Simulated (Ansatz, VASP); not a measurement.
## Cross-check of HgGe between VASP and Ansatz

One calculation is typed for both programs; each brings its own data sets and cutoff. How far apart do they land? The cell is invented: As first built, before any earlier steps moved the atoms: it takes the TiZn structure with all of its atoms replaced by other elements, volume scaled by an estimate. It may not be a known or stable phase. The cell comes out of the VASP series on this material, whose earlier steps may have relaxed, scaled or displaced it; both programs get it as it stands.

Main program and level: Ansatz 0.2.0; plane waves, with VASP 6.6.1 beside it; zone-centre phonons at PBEsol.

### 1. Starting point

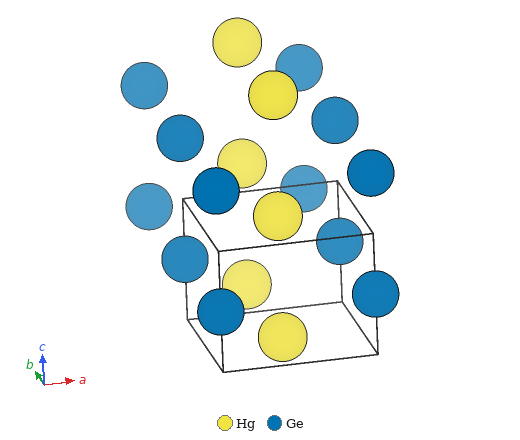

The starting structure, seen slightly off an axis (mercury yellow, germanium blue). 1×2×2 cells are drawn. Some periodic images of atoms are drawn too.

Coordinates:

```cif
data_structure
_symmetry_space_group_name_H-M 'P 1'
_symmetry_Int_Tables_number 1
_cell_length_a 3.7115
_cell_length_b 3.7115
_cell_length_c 3.0146
_cell_angle_alpha 90.000
_cell_angle_beta 90.000
_cell_angle_gamma 90.000
_cell_volume 41.53
loop_
_atom_site_label
_atom_site_type_symbol
_atom_site_fract_x
_atom_site_fract_y
_atom_site_fract_z
_atom_site_occupancy
Hg1 Hg 0.50000 0.50000 0.00000 1
Ge2 Ge 0.00000 0.00000 0.50000 1
```

### 2. VASP: zone-centre phonons, PBEsol

Second derivatives magnify differences that forces hide, and they need a tight electronic threshold.

Lines of VASP's logs that name or quote its potential files are left out, and so is its time.

The input, INCAR:

```
SYSTEM = HgGe
PREC = Accurate
ENCUT = 410
EDIFF = 1E-08
NELM = 100
ISMEAR = 1
SIGMA = 0.2
LREAL = .FALSE.
ALGO = Normal
GGA = PS
NBANDS = 19
LORBIT = 11
LWAVE = .FALSE.
LCHARG = .FALSE.
IBRION = 8
ISIF = 2
```

The input, POSCAR:

```
HgGe
1.0
    3.7115130800      0.0000000000      0.0000000000
    0.0000000000      3.7115130800      0.0000000000
    0.0000000000      0.0000000000      3.0145740200
Hg Ge
1 1
Direct
    0.5000000000      0.5000000000      0.0000000000
    0.0000000000      0.0000000000      0.5000000000
```

The input, KPOINTS:

```
Automatic mesh
0
Gamma
10 10 13
0 0 0
```

The projector-augmented-wave data sets are Hg and Ge_d (PBE family, release 64).

On the command line:

```
$ mpirun -np 1 vasp_std
```

Numbers of over 12 decimals in the logs are rounded to 6 here.

The log of the run:

```text
[banner, memory and clock lines left out]
running    1 mpi-ranks, on    1 nodes
 distrk:  each k-point on    1 cores,    1 groups
 distr:  one band on    1 cores,    1 groups

 POSCAR found type information on POSCAR HgGe
 POSCAR found :  2 types and       2 ions
|                                                                             |
|               ----> ADVICE to this user running VASP <----                  |
|                                                                             |
|     You enforced a specific xc type in the INCAR file but a different       |
|     [... a line on the potential file left out ...]
|     I HOPE YOU KNOW WHAT YOU ARE DOING!                                     |
|                                                                             |

 LDA part: xc-table for (Slater+PW92), standard interpolation
 POSCAR, INCAR and KPOINTS ok, starting setup
 FFT: planning ... GRIDC
 FFT: planning ... GRID_SOFT
 FFT: planning ... GRID
 WAVECAR not read
 entering main loop
       N       E                     dE             d eps       ncg     rms          rms(c)
DAV:   1     0.179289927055E+03    0.17929E+03   -0.11868E+04  6213   0.276E+03
DAV:   2     0.116413712365E+02   -0.16765E+03   -0.16205E+03  5632   0.519E+02
DAV:   3    -0.491235681332E+01   -0.16554E+02   -0.16432E+02  6278   0.116E+02
DAV:   4    -0.525515191765E+01   -0.34280E+00   -0.34266E+00  6203   0.162E+01
DAV:   5    -0.525906104811E+01   -0.39091E-02   -0.39090E-02  6058   0.203E+00    0.501E+00
DAV:   6    -0.500283915169E+01    0.25622E+00   -0.80205E-01  5933   0.826E+00    0.445E+00
DAV:   7    -0.499463570551E+01    0.82034E-02   -0.63647E-02  6084   0.198E+00    0.242E+00
DAV:   8    -0.499063918941E+01    0.39965E-02   -0.60536E-03  6907   0.110E+00    0.116E-01
DAV:   9    -0.499042962524E+01    0.20956E-03   -0.10092E-03  6571   0.415E-01    0.240E-02
DAV:  10    -0.499042593928E+01    0.36860E-05   -0.80698E-05  6575   0.115E-01    0.175E-02
DAV:  11    -0.499042482580E+01    0.11135E-05   -0.54928E-06  7046   0.273E-02    0.522E-03
DAV:  12    -0.499042520801E+01   -0.38221E-06   -0.10895E-06  6953   0.104E-02    0.176E-03
DAV:  13    -0.499042539996E+01   -0.19194E-06   -0.91257E-08  5777   0.289E-03    0.482E-04
DAV:  14    -0.499042540552E+01   -0.55597E-08   -0.71405E-09  3252   0.981E-04
   1 F= -.49904254E+01 E0= -.49906657E+01  d E =0.720803E-03
 Linear response reoptimize wavefunctions to high precision
DAV:   1    -0.499042540865E+01   -0.31346E-08   -0.17634E-09  4318   0.323E-04
DAV:   2    -0.499042540862E+01    0.26375E-10   -0.11622E-10  2943   0.100E-04
 Linear response DOF=           4
 Linear response progress:
  Degree of freedom:   1/  4
       N       E                     dE             d eps       ncg     rms          rms(c)
RMM:   1    -0.377493044190E+00   -0.37749E+00   -0.14622E-01 16839   0.216E+00
RMM:   2    -0.376532818452E+00    0.96023E-03   -0.14421E-03 17566   0.208E-01    0.423E-02
RMM:   3    -0.376076262304E+00    0.45656E-03   -0.66958E-05 18086   0.443E-02    0.230E-02
RMM:   4    -0.375772347937E+00    0.30391E-03   -0.27868E-05 18491   0.272E-02    0.949E-03
RMM:   5    -0.375701959746E+00    0.70388E-04   -0.53533E-07 18531   0.555E-03    0.808E-04
RMM:   6    -0.375689483543E+00    0.12476E-04   -0.51729E-08 18224   0.137E-03    0.374E-04
RMM:   7    -0.375688807060E+00    0.67648E-06   -0.15378E-08 18582   0.605E-04    0.869E-05
RMM:   8    -0.375687899483E+00    0.90758E-06   -0.51578E-09 18503   0.107E-04    0.970E-06
RMM:   9    -0.375687851970E+00    0.47513E-07   -0.71728E-09 17906   0.447E-05    0.216E-06
RMM:  10    -0.375687870446E+00   -0.18477E-07   -0.10158E-09 15108   0.381E-05    0.332E-07
RMM:  11    -0.375687872517E+00   -0.20703E-08   -0.43364E-09  9359   0.368E-05    0.798E-08
 first order change of Fermi-energy   0.30308E-04
 force on displaced ion       1 direction 1 :  -2.146   0.000   0.000
 Linear response progress:
  Degree of freedom:   2/  4
       N       E                     dE             d eps       ncg     rms          rms(c)
RMM:   1    -0.360359061323E+00   -0.36036E+00   -0.13450E-01  9625   0.207E+00
RMM:   2    -0.360211055124E+00    0.14801E-03   -0.12009E-03 10302   0.183E-01    0.412E-02
RMM:   3    -0.359707090925E+00    0.50396E-03   -0.42172E-05 10449   0.343E-02    0.218E-02
RMM:   4    -0.359260551074E+00    0.44654E-03   -0.30472E-05 10589   0.283E-02    0.645E-03
RMM:   5    -0.359191207884E+00    0.69343E-04   -0.64308E-07 10612   0.522E-03    0.708E-04
RMM:   6    -0.359182013903E+00    0.91940E-05   -0.55671E-08 10609   0.129E-03    0.252E-04
RMM:   7    -0.359180983176E+00    0.10307E-05   -0.78350E-09 10862   0.387E-04    0.430E-05
RMM:   8    -0.359180791957E+00    0.19122E-06   -0.50558E-09 10641   0.737E-05    0.177E-05
RMM:   9    -0.359180746689E+00    0.45268E-07   -0.52542E-09 10498   0.471E-05    0.128E-06
RMM:  10    -0.359180752703E+00   -0.60136E-08   -0.52351E-09  7962   0.353E-05    0.551E-07
 first order change of Fermi-energy   0.33979E-04
 force on displaced ion       1 direction 3 :  -0.000  -0.000  -0.389
 Linear response progress:
  Degree of freedom:   3/  4
       N       E                     dE             d eps       ncg     rms          rms(c)
RMM:   1    -0.189608678555E+00   -0.18961E+00    0.59091E+00 10905   0.432E+01
RMM:   2    -0.196151917668E+00   -0.65432E-02   -0.80223E-03 17558   0.652E-01    0.376E-02
RMM:   3    -0.196092446184E+00    0.59471E-04   -0.26008E-04 17419   0.137E-01    0.201E-02
RMM:   4    -0.195980176058E+00    0.11227E-03   -0.36687E-05 18592   0.521E-02    0.348E-03
RMM:   5    -0.195969123782E+00    0.11052E-04   -0.36475E-06 18391   0.124E-02    0.960E-04
RMM:   6    -0.195967847416E+00    0.12764E-05   -0.62061E-07 19624   0.448E-03    0.404E-04
RMM:   7    -0.195970364711E+00   -0.25173E-05   -0.17549E-07 19597   0.164E-03    0.109E-04
RMM:   8    -0.195969725311E+00    0.63940E-06   -0.33023E-07 19438   0.742E-04    0.693E-05
RMM:   9    -0.195970104061E+00   -0.37875E-06   -0.30166E-07 20220   0.353E-04    0.131E-05
RMM:  10    -0.195970186514E+00   -0.82453E-07   -0.32761E-07 20897   0.188E-04    0.660E-06
RMM:  11    -0.195970261282E+00   -0.74768E-07   -0.25246E-07 20427   0.114E-04    0.663E-07
RMM:  12    -0.195970249904E+00    0.11379E-07   -0.13095E-07 17084   0.767E-05    0.223E-06
RMM:  13    -0.195970256676E+00   -0.67726E-08   -0.80426E-08 14263   0.581E-05    0.204E-06
 first order change of Fermi-energy  -0.59686E-04
 force on displaced ion       2 direction 1 :  -2.046   0.000   0.000
 Linear response progress:
  Degree of freedom:   4/  4
       N       E                     dE             d eps       ncg     rms          rms(c)
RMM:   1    -0.182350266517E+00   -0.18235E+00    0.56257E+00  6342   0.426E+01
RMM:   2    -0.187881684056E+00   -0.55314E-02   -0.69951E-03 10105   0.587E-01    0.332E-02
RMM:   3    -0.187709324280E+00    0.17236E-03   -0.19504E-04 10009   0.125E-01    0.175E-02
RMM:   4    -0.187504146875E+00    0.20518E-03   -0.39388E-05 10446   0.536E-02    0.270E-03
RMM:   5    -0.187506692671E+00   -0.25458E-05   -0.30278E-06 10516   0.126E-02    0.103E-03
RMM:   6    -0.187501068300E+00    0.56244E-05   -0.48470E-07 10990   0.507E-03    0.167E-04
RMM:   7    -0.187501750509E+00   -0.68221E-06   -0.10069E-07 11136   0.188E-03    0.904E-05
RMM:   8    -0.187502122691E+00   -0.37218E-06   -0.54793E-08 11002   0.763E-04    0.193E-05
RMM:   9    -0.187501904907E+00    0.21778E-06   -0.52065E-08 11193   0.386E-04    0.173E-05
RMM:  10    -0.187501959369E+00   -0.54463E-07   -0.31101E-08 11530   0.203E-04    0.821E-06
RMM:  11    -0.187502034686E+00   -0.75317E-07    0.37639E-09 11101   0.123E-04    0.711E-07
RMM:  12    -0.187502046536E+00   -0.11850E-07    0.10142E-08  9785   0.806E-05    0.597E-07
RMM:  13    -0.187502059700E+00   -0.13165E-07    0.32786E-09  9047   0.592E-05    0.232E-07
RMM:  14    -0.187502060145E+00   -0.44466E-09    0.13820E-10  6675   0.466E-05    0.285E-07
 first order change of Fermi-energy  -0.22868E-03
 force on displaced ion       2 direction 3 :  -0.000  -0.000  -0.388
 Linear response finished
```

From OUTCAR (step 2):

```text
ion  position               nearest neighbor table
   1  0.500  0.500  0.000-   2 3.03   2 3.03   2 3.03   2 3.03   2 3.03   2 3.03   2 3.03   2 3.03

  LATTYP: Found a simple tetragonal cell.
 ALAT       =     3.7115130800
 C/A-ratio  =     0.8122223888

 Subroutine GETGRP returns: Found 16 space group operations
 (whereof 16 operations were pure point group operations)

The static configuration has the point symmetry D_4h.

 Found    147 irreducible k-points:

   k-points           NKPTS =    147   k-points in BZ     NKDIM =    147   number of bands    NBANDS=     19

   dimension x,y,z NGX =    28 NGY =   28 NGZ =   20
   dimension x,y,z NGXF=    56 NGYF=   56 NGZF=   40

   ENCUT  =  410.0 eV  30.13 Ry    5.49 a.u.   6.13  6.13  4.98*2*pi/ulx,y,z

   NELECT =      26.0000    total number of electrons

 k-points in reciprocal lattice and weights: Automatic mesh
   0.00000000  0.00000000  0.00000000       0.001
   0.10000000  0.00000000  0.00000000       0.003
   0.20000000  0.00000000  0.00000000       0.003
   0.30000000  0.00000000  0.00000000       0.003
   0.40000000  0.00000000  0.00000000       0.003
   0.50000000  0.00000000  0.00000000       0.002
   0.10000000  0.10000000  0.00000000       0.003
   0.20000000  0.10000000  0.00000000       0.006
   0.30000000  0.10000000  0.00000000       0.006
[...]
0.50000000  0.40000000  0.46153846       0.006
   0.50000000  0.50000000  0.46153846       0.002

 average (electrostatic) potential at core
       1 -38.7744       2 -74.4227

  Total        0.1535230      0.1535230     -0.2002601      0.0000000      0.0000000      0.0000000
  in kB        5.9231961      5.9231961     -7.7263992      0.0000000      0.0000000      0.0000000
  external PRESSURE =       1.3733310 kB  Pullay stress =       0.0000000 kB

  energy-cutoff  :      410.00
  volume of cell :       41.53
      direct lattice vectors                 reciprocal lattice vectors
     3.711513080  0.000000000  0.000000000     0.269431894  0.000000000  0.000000000
     0.000000000  3.711513080  0.000000000     0.000000000  0.269431894  0.000000000
     0.000000000  0.000000000  3.014574020     0.000000000  0.000000000  0.331721826

 POSITION                                       TOTAL-FORCE (eV/Angst)
 -----------------------------------------------------------------------------------
      1.85576      1.85576      0.00000         0.000000      0.000000      0.000000
      0.00000      0.00000      1.50729         0.000000      0.000000      0.000000
 -----------------------------------------------------------------------------------
    total drift:                               -0.000000      0.000000     -0.000000

 Eigenvectors and eigenvalues of the dynamical matrix
 ----------------------------------------------------

   1 f  =    3.082764 THz    19.369576 2PiTHz  102.829929 cm-1    12.749281 meV
             X         Y         Z           dx          dy          dz
      1.855757  1.855757  0.000000     0.524613   -0.000000   -0.000000
      0.000000  0.000000  1.507287    -0.851341    0.000000   -0.000000

   2 f  =    3.082764 THz    19.369576 2PiTHz  102.829929 cm-1    12.749281 meV
             X         Y         Z           dx          dy          dz
      1.855757  1.855757  0.000000    -0.000000   -0.524613    0.000000
      0.000000  0.000000  1.507287     0.000000    0.851341   -0.000000

   3 f  =    1.334516 THz     8.385008 2PiTHz   44.514647 cm-1     5.519110 meV
             X         Y         Z           dx          dy          dz
      1.855757  1.855757  0.000000    -0.000000   -0.000000   -0.515998
      0.000000  0.000000  1.507287     0.000000   -0.000000    0.856590

   4 f/i=    0.000722 THz     0.004534 2PiTHz    0.024070 cm-1     0.002984 meV
             X         Y         Z           dx          dy          dz
      1.855757  1.855757  0.000000    -0.000000   -0.000000   -0.856590
      0.000000  0.000000  1.507287     0.000000   -0.000000   -0.515998

   5 f/i=    0.032767 THz     0.205881 2PiTHz    1.092987 cm-1     0.135513 meV
             X         Y         Z           dx          dy          dz
      1.855757  1.855757  0.000000     0.805802    0.274709   -0.000000
      0.000000  0.000000  1.507287     0.496551    0.169281   -0.000000

   6 f/i=    0.032767 THz     0.205881 2PiTHz    1.092987 cm-1     0.135513 meV
             X         Y         Z           dx          dy          dz
      1.855757  1.855757  0.000000    -0.274709    0.805802   -0.000000
      0.000000  0.000000  1.507287    -0.169281    0.496551   -0.000000

 ELASTIC MODULI CONTR FROM IONIC RELAXATION (kBar)
 Direction    XX          YY          ZZ          XY          YZ          ZX
 --------------------------------------------------------------------------------
 XX           0.0000      0.0000      0.0000      0.0000      0.0000      0.0000
 YY           0.0000      0.0000      0.0000      0.0000      0.0000      0.0000
 ZZ           0.0000      0.0000      0.0000      0.0000      0.0000      0.0000
 XY           0.0000      0.0000      0.0000      0.0000      0.0000      0.0000
 YZ           0.0000      0.0000      0.0000      0.0000      0.0000      0.0000
 ZX           0.0000      0.0000      0.0000      0.0000      0.0000      0.0000
 --------------------------------------------------------------------------------
```

(Continued in part 2 of 2.)

[Lines on the potential files, build, host, timing and source positions are cut from VASP's logs without a mark.]

[Logs are printed without paths, hosts, clocks, repeated set-up lines and the standing remarks that a program may print on its own settings, such as how far it seeks lower states.]

[Hosts, paths, dates, database ids (printed as entryN), source tags and the programs' standing remarks are cut or masked in the printed files.]
